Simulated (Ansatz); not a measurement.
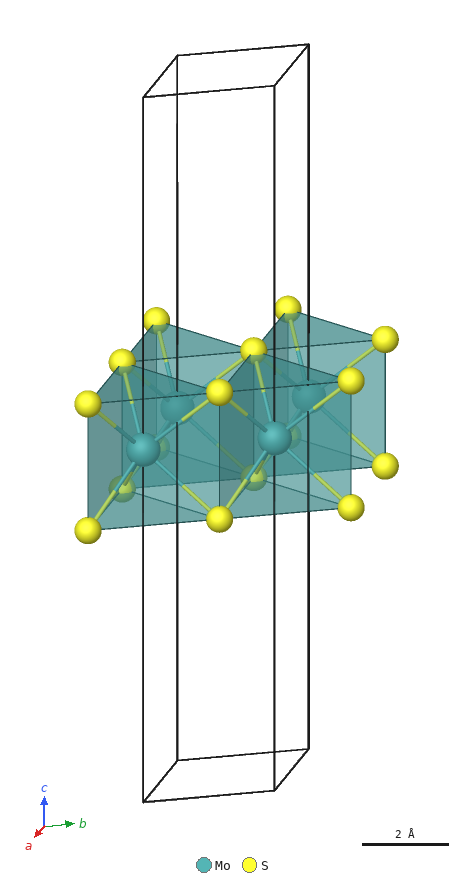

Shown here is a polyhedral view of the crystal, taken slightly off an axis. Lines trace the edges of the simulation cell. A few atoms beyond the faces are included.

The material is MoS₂. With Z = 1, the cell contains 1 Mo, 2 S. The polyhedra are MoS6 trigonal prisms; they share edges. The Mo atoms are each bonded to six S in a trigonal prismatic arrangement at about 2.4 Å. S is linked to three Mo in a trigonal pyramidal arrangement at about 2.4 Å. Not all metal-metal contacts are counted. The bonds build MoS2 layers parallel to (001).

Its origin is a structure listed in the Materials Project. The atoms were relaxed in a fixed cell with DFT PBE+D3(BJ), scalar-relativistic, plane waves, PAW (Ansatz 0.2.0).
